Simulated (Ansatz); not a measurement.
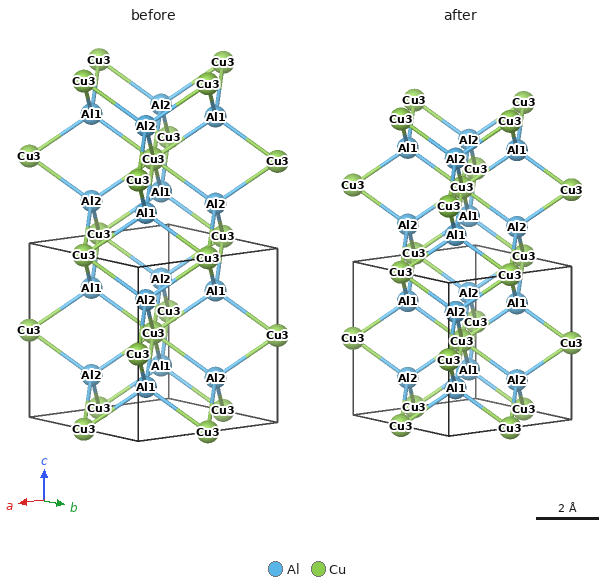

Left: a crystal of Al₂Cu. Right: the same structure after one change, at the same scale. The picture is a ball-and-stick view of the conventional cell (4 times the calculation's cell), repeated 1 × 1 × 2 with one cell outlined, seen from a free direction. Lengths and directions refer to the drawn axes.

The calculation used DFT PBEsol, scalar-relativistic, plane waves, PAW (Ansatz). Settings: plane-wave cutoff 420 eV; occupations gaussian; smearing width 0.1 eV; no spin polarisation. The k-mesh is chosen for each cell (14×14×14, 16×16×16).

The crystal is put under a hydrostatic pressure of 90 GPa. Cell and atoms are relaxed at that pressure.

> What does the change do?

The volume changes by −31.8 %, with a = b 5.727 → 5.042 Å (−12.0 %), c 5.726 → 5.042 Å (−12.0 %). The atoms keep their places relative to the cell (all moves are under 0.005 Å). Some distances before and after: Al–Cu 2.480 → 2.183 Å. The space group stays Fm-3m (No. 225). The energy rises by 1003 meV per atom. (The two runs use different k-meshes.) The pressure goes from 0.0 to 90.0 GPa. Both are metals.
